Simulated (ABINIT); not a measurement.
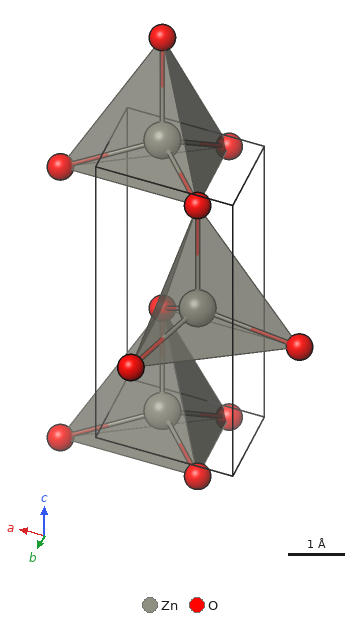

The structure as given in the input (polyhedral view of the cell of the calculation, seen at an oblique angle; polyhedra are completed across the faces of the cell).

Positron calculation, with input and output: ZnO (part 1 of 2)

System: ZnO (P6₃mc, 4 atoms in the cell).
Method: Kohn-Sham DFT of a periodic cell, LDA, JTH PAW LDA v2.0, no spin polarisation (ABINIT 10.8.3).

The structure derives from an entry of the Crystallography Open Database.

### Log
```
.Version 10.8.3 of ABINIT
 DATASET    1 : space group P6_3 m c (#186); Bravais hP (primitive hexag.)
================================================================================
 Values of the parameters that define the memory need for DATASET  1.
     intxc =       0    ionmov =       0      iscf =      17    lmnmax =      18
     lnmax =       6     mgfft =      40  mpssoang =       3    mqgrid =    3001
     natom =       4  nloc_mem =       2    nspden =       1   nspinor =       1
    nsppol =       1      nsym =      12    n1xccc =       1    ntypat =       2
    occopt =       3   xclevel =       1
       mpw =        1182          nfft =       23040          nkpt =          21
 PAW method is used; the additional fine FFT grid is defined by:
   mgfftf=        54    nfftf =     69984
================================================================================
================================================================================

 DATASET    2 : space group P6_3 m c (#186); Bravais hP (primitive hexag.)
================================================================================
 Values of the parameters that define the memory need for DATASET  2.
     intxc =       0    ionmov =       0      iscf =      17    lmnmax =      18
     lnmax =       6     mgfft =      40  mpssoang =       3    mqgrid =    3001
     natom =       4  nloc_mem =       2    nspden =       1   nspinor =       1
    nsppol =       1      nsym =      12    n1xccc =       1    ntypat =       2
    occopt =       2   xclevel =       1
       mpw =         583          nfft =       23040          nkpt =           1
 PAW method is used; the additional fine FFT grid is defined by:
   mgfftf=        54    nfftf =     69984
================================================================================
================================================================================

--------------------------------------------------------------------------------
------------- Echo of variables that govern the present computation ------------
--------------------------------------------------------------------------------
 -outvars: echo values of preprocessed input variables --------
            acell      6.1403022187E+00  6.1403022187E+00  9.8373643012E+00 Bohr
              amu      6.53900000E+01  1.59994000E+01
             ecut      1.80000000E+01 Hartree
           getden1          0
           getden2          1
              ixc           7
      ixcpositron1          1
      ixcpositron2         11
           jdtset        1    2
           kptopt1          1
           kptopt2          0
         kptrlatt        6    0    0      0    6    0      0    0    4
          kptrlen1     3.68418133E+01
          kptrlen2     3.00000000E+01
            natom           4
            nband1         22
            nband2          1
           ndtset           2
            ngfft          24      24      40
          ngfftdg          36      36      54
             nkpt1         21
             nkpt2          1
            nstep          80
             nsym          12
           ntypat           2
           occopt1          3
           occopt2          2
        optforces1          2
        optforces2          0
        optstress1          1
        optstress2          0
        pawecutdg      3.60000000E+01 Hartree
         positron1          0
         positron2          1
           prtden1          1
           prtden2          0
        prtebands           0
           prteig           0
            prtwf           0
            rprim      1.0000000000E+00  0.0000000000E+00  0.0000000000E+00
                      -5.0000000000E-01  8.6602540380E-01  0.0000000000E+00
                       0.0000000000E+00  0.0000000000E+00  1.0000000000E+00
           shiftk1     0.00000000E+00  0.00000000E+00  0.00000000E+00
           shiftk2     5.00000000E-01  5.00000000E-01  5.00000000E-01
          spgroup         186
           toldfe1     0.00000000E+00 Hartree
           toldfe2     1.00000000E-09 Hartree
           tolvrs1     1.00000000E-10
           tolvrs2     0.00000000E+00
           tsmear1     1.83747000E-03 Hartree
           tsmear2     1.00000000E-02 Hartree
            typat      1  1  2  2
           useylm           1
           xangst      1.6246540000E+00  9.3799442426E-01  0.0000000000E+00
                      -6.0124275928E-17  1.8759888485E+00  2.6028545000E+00
                      -6.0124275928E-17  1.8759888485E+00  4.5758702681E+00
                       1.6246540000E+00  9.3799442426E-01  1.9730157681E+00
            xcart      3.0701511094E+00  1.7725525695E+00  0.0000000000E+00
                      -1.1361841502E-16  3.5451051389E+00  4.9186821506E+00
                      -1.1361841502E-16  3.5451051389E+00  8.6471415944E+00
                       3.0701511094E+00  1.7725525695E+00  3.7284594438E+00
             xred      6.6666666667E-01  3.3333333333E-01  0.0000000000E+00
                       3.3333333333E-01  6.6666666667E-01  5.0000000000E-01
                       3.3333333333E-01  6.6666666667E-01  8.7901000000E-01
                       6.6666666667E-01  3.3333333333E-01  3.7901000000E-01
            znucl       30.00000    8.00000

================================================================================

 chkinp: Checking input parameters for consistency, jdtset=   1.

 chkinp: Checking input parameters for consistency, jdtset=   2.

================================================================================
== DATASET  1 ==================================================================

--- !DatasetInfo
iteration_state: {dtset: 1, }
dimensions: {natom: 4, nkpt: 21, mband: 22, nsppol: 1, nspinor: 1, nspden: 1, mpw: 1182, }
cutoff_energies: {ecut:  18.0, pawecutdg:  36.0, }
electrons: {nelect:   3.60000000E+01, charge:   0.00000000E+00, occopt:   3.00000000E+00, tsmear:   1.83747000E-03, }
meta: {optdriver: 0, ionmov: 0, optcell: 0, iscf: 17, paral_kgb: 0, }
...

 Exchange-correlation functional for the present dataset will be:
  LDA: Perdew-Wang 92 LSD fit to Ceperley-Alder data - ixc=7
  J.P.Perdew and Y.Wang, PRB 45, 13244 (1992)

 Real(R)+Recip(G) space primitive vectors, cartesian coordinates (Bohr,Bohr^-1):
 R(1)=  6.1403022  0.0000000  0.0000000  G(1)=  0.1628584  0.0940264  0.0000000
 R(2)= -3.0701511  5.3176577  0.0000000  G(2)=  0.0000000  0.1880527  0.0000000
 R(3)=  0.0000000  0.0000000  9.8373643  G(3)=  0.0000000  0.0000000  0.1016532
 Unit cell volume ucvol=  3.2120987E+02 bohr^3
 Angles (23,13,12)=  9.00000000E+01  9.00000000E+01  1.20000000E+02 degrees

 Coarse grid specifications (used for wave-functions):

 getcut: wavevector=  0.0000  0.0000  0.0000  ngfft=  24  24  40
         ecut(hartree)=     18.000   => boxcut(ratio)=   2.04654

 Fine grid specifications (used for densities):

 getcut: wavevector=  0.0000  0.0000  0.0000  ngfft=  36  36  54
         ecut(hartree)=     36.000   => boxcut(ratio)=   2.03235

--- Pseudopotential description ------------------------------------------------
- pspini: atom type   1  psp file is ./Zn.LDA_PW-JTH.xml
 Pseudopotential format is: paw10
 basis_size (lnmax)=  6 (lmn_size= 18), orbitals=   0   0   1   1   2   2
 Spheres core radius: rc_sph= 2.30769763
 Shapefunction is SIN type: shapef(r)=[sin(pi*r/rshp)/(pi*r/rshp)]**2
 Radius for shape functions =  1.80965103
 Compensation charge density is not taken into account in XC energy/potential

- pspini: atom type   2  psp file is ./O.LDA_PW-JTH.xml
 Pseudopotential format is: paw10
 basis_size (lnmax)=  4 (lmn_size=  8), orbitals=   0   0   1   1
 Spheres core radius: rc_sph= 1.41465230
 Shapefunction is SIN type: shapef(r)=[sin(pi*r/rshp)/(pi*r/rshp)]**2
 Radius for shape functions =  1.20231231
 Compensation charge density is not taken into account in XC energy/potential

   8.55696642E+02                                ecore*ucvol(ha*bohr**3)
--------------------------------------------------------------------------------

================================================================================

--- !BeginCycle
iteration_state: {dtset: 1, }
solver: {iscf: 17, nstep: 80, nline: 4, wfoptalg: 10, }
tolerances: {tolvrs: 1.00E-10, }
...

     iter   Etot(hartree)      deltaE(h)  residm     nres2
 ETOT  1  -160.69348680819    -1.607E+02 5.708E+00 5.854E+00
 ETOT  2  -161.44917042986    -7.557E-01 3.970E-01 1.955E+01
 ETOT  3  -161.40615612932     4.301E-02 2.737E-01 9.150E+00
 ETOT  4  -161.38338385923     2.277E-02 4.130E-02 2.671E+00
 ETOT  5  -161.40398545759    -2.060E-02 3.637E-02 4.080E+00
 ETOT  6  -161.40428784294    -3.024E-04 1.605E-02 4.073E+00
 ETOT  7  -161.40542152882    -1.134E-03 1.126E-02 4.524E+00
 ETOT  8  -161.41891014549    -1.349E-02 2.131E-02 6.569E+00
 ETOT  9  -161.40365110412     1.526E-02 7.042E-02 3.797E+00
 ETOT 10  -161.44009280404    -3.644E-02 4.066E-02 9.506E+00
 ETOT 11  -161.47273166455    -3.264E-02 5.746E-03 1.452E+01
 ETOT 12  -161.45484022464     1.789E-02 2.551E-03 1.014E+01
 ETOT 13  -161.43749369610     1.735E-02 3.736E-03 7.643E+00
 ETOT 14  -161.39488823858     4.261E-02 1.453E-01 1.281E+00
 ETOT 15  -161.40479280837    -9.905E-03 3.190E-03 6.158E+00
 ETOT 16  -161.39811908732     6.674E-03 1.754E-03 2.101E+00
 ETOT 17  -161.39590436572     2.215E-03 6.032E-03 3.797E-01
 ETOT 18  -161.39705532208    -1.151E-03 7.307E-04 8.473E-01
 ETOT 19  -161.39806283636    -1.008E-03 1.684E-03 1.237E+00
 ETOT 20  -161.39726134398     8.015E-04 2.298E-03 8.669E-01
 ETOT 21  -161.39806958213    -8.082E-04 1.101E-03 1.139E+00
 ETOT 22  -161.39847921479    -4.096E-04 8.511E-05 1.309E+00
 ETOT 23  -161.39656514314     1.914E-03 4.650E-03 6.528E-01
 ETOT 24  -161.39526107215     1.304E-03 1.302E-03 2.419E-02
 ETOT 25  -161.39536403327    -1.030E-04 3.375E-04 3.972E-02
 ETOT 26  -161.39532168575     4.235E-05 2.474E-04 8.154E-03
 ETOT 27  -161.39535928387    -3.760E-05 8.727E-05 2.163E-02
 ETOT 28  -161.39549597801    -1.367E-04 1.917E-04 5.963E-02
 ETOT 29  -161.39532303774     1.729E-04 2.805E-04 3.820E-03
 ETOT 30  -161.39532782087    -4.783E-06 3.627E-05 9.422E-04
 ETOT 31  -161.39533012355    -2.303E-06 5.047E-06 7.115E-04
 ETOT 32  -161.39533065248    -5.289E-07 6.272E-06 4.417E-04
 ETOT 33  -161.39533112829    -4.758E-07 1.586E-05 6.063E-04
 ETOT 34  -161.39533008802     1.040E-06 1.414E-06 2.502E-04
 ETOT 35  -161.39532934510     7.429E-07 1.031E-06 3.959E-05
 ETOT 36  -161.39532928214     6.296E-08 1.004E-06 1.446E-05
 ETOT 37  -161.39532942216    -1.400E-07 1.712E-06 3.543E-05
 ETOT 38  -161.39532941121     1.095E-08 2.868E-07 2.873E-05
 ETOT 39  -161.39532933298     7.824E-08 2.196E-07 2.835E-07
 ETOT 40  -161.39532942159    -8.861E-08 1.791E-07 1.963E-05
 ETOT 41  -161.39532945653    -3.495E-08 6.804E-08 3.452E-05
 ETOT 42  -161.39532938887     6.766E-08 2.968E-08 1.250E-05
 ETOT 43  -161.39532939056    -1.684E-09 1.368E-08 4.194E-06
 ETOT 44  -161.39532938872     1.833E-09 2.148E-08 3.620E-06
 ETOT 45  -161.39532938997    -1.244E-09 2.269E-08 4.472E-06
 ETOT 46  -161.39532938895     1.018E-09 3.378E-09 4.426E-06
 ETOT 47  -161.39532937788     1.107E-08 4.353E-09 7.009E-07
 ETOT 48  -161.39532937938    -1.499E-09 4.375E-09 6.265E-08
 ETOT 49  -161.39532937962    -2.408E-10 2.288E-10 1.383E-07
 ETOT 50  -161.39532937976    -1.429E-10 3.178E-10 1.975E-07
 ETOT 51  -161.39532938010    -3.328E-10 2.553E-10 3.132E-07
 ETOT 52  -161.39532937940     6.960E-10 4.637E-11 8.234E-08
 ETOT 53  -161.39532937929     1.115E-10 1.634E-10 1.499E-09
 ETOT 54  -161.39532937930    -5.684E-12 2.777E-11 5.335E-10
 ETOT 55  -161.39532937930    -2.785E-12 2.791E-11 2.327E-10
 ETOT 56  -161.39532937930     1.734E-12 3.896E-12 1.126E-10
 ETOT 57  -161.39532937930     1.421E-13 2.032E-12 6.161E-11

 At SCF step   57       nres2   =  6.16E-11 < tolvrs=  1.00E-10 =>converged.

 Cartesian components of stress tensor (hartree/bohr^3)
  sigma(1 1)=  3.52662184E-04  sigma(3 2)=  0.00000000E+00
  sigma(2 2)=  3.52662183E-04  sigma(3 1)=  0.00000000E+00
  sigma(3 3)=  2.92966466E-04  sigma(2 1)=  0.00000000E+00

--- !ResultsGS
iteration_state: {dtset: 1, }
comment   : Summary of ground state results
lattice_vectors:
- [  6.1403022,   0.0000000,   0.0000000, ]
- [ -3.0701511,   5.3176577,   0.0000000, ]
- [  0.0000000,   0.0000000,   9.8373643, ]
lattice_lengths: [   6.14030,    6.14030,    9.83736, ]
lattice_angles: [ 90.000,  90.000, 120.000, ] # degrees, (23, 13, 12)
lattice_volume:   3.2120987E+02
convergence: {deltae:  1.421E-13, res2:  6.161E-11, residm:  2.032E-12, diffor: null, }
etotal    :  -1.61395329E+02
entropy   :   0.00000000E+00
fermie    :   2.28226365E-01
cartesian_stress_tensor: # hartree/bohr^3
- [  3.52662184E-04,   0.00000000E+00,   0.00000000E+00, ]
- [  0.00000000E+00,   3.52662183E-04,   0.00000000E+00, ]
- [  0.00000000E+00,   0.00000000E+00,   2.92966466E-04, ]
pressure_GPa:  -9.7902E+00
xred      :
- [  6.6667E-01,   3.3333E-01,   0.0000E+00, Zn]
- [  3.3333E-01,   6.6667E-01,   5.0000E-01, Zn]
- [  3.3333E-01,   6.6667E-01,   8.7901E-01,  O]
- [  6.6667E-01,   3.3333E-01,   3.7901E-01,  O]
cartesian_forces: # hartree/bohr
- [ -7.01631972E-28,  -4.05087408E-28,  -1.01988567E-03, ]
- [  7.01631972E-28,   4.05087408E-28,  -1.01988567E-03, ]
- [ -0.00000000E+00,  -0.00000000E+00,   1.01988567E-03, ]
- [ -0.00000000E+00,  -0.00000000E+00,   1.01988567E-03, ]
force_length_stats: {min:   1.01988567E-03, max:   1.01988567E-03, mean:   1.01988567E-03, }
...

 Integrated electronic density in atomic spheres:
 ------------------------------------------------
 Atom  Sphere_radius  Integrated_density
    1        2.30770         10.91515081
    2        2.30770         10.91515081
    3        1.41465          4.52066106
    4        1.41465          4.52066106

================================================================================

 ----iterations are completed or convergence reached----

 Mean square residual over all n,k,spin=   51.409E-15; max=  20.319E-13
 reduced coordinates (array xred) for    4 atoms
       0.666666666667      0.333333333333      0.000000000000
       0.333333333333      0.666666666667      0.500000000000
       0.333333333333      0.666666666667      0.879010000000
       0.666666666667      0.333333333333      0.379010000000
 rms dE/dt=  5.7950E-03; max dE/dt=  9.7440E-03; dE/dt below (all hartree)
    1       0.000000000000      0.000000000000      0.009743983284
    2      -0.000000000000      0.000000000000      0.009743983284
    3       0.000000000000      0.000000000000     -0.010321990414
    4       0.000000000000      0.000000000000     -0.010321990414

 cartesian coordinates (angstrom) at end:
    1      1.62465400000000     0.93799442425686     0.00000000000000
    2     -0.00000000000000     1.87598884851371     2.60285450000000
    3     -0.00000000000000     1.87598884851371     4.57587026809000
    4      1.62465400000000     0.93799442425686     1.97301576809000

 cartesian forces (hartree/bohr) at end:
    1     -0.00000000000000    -0.00000000000000    -0.00101988566671
    2      0.00000000000000     0.00000000000000    -0.00101988566671
    3     -0.00000000000000    -0.00000000000000     0.00101988566671
    4     -0.00000000000000    -0.00000000000000     0.00101988566671
 frms,max,avg= 5.8883126E-04 1.0198857E-03   0.000E+00  0.000E+00  2.938E-05 h/b
```
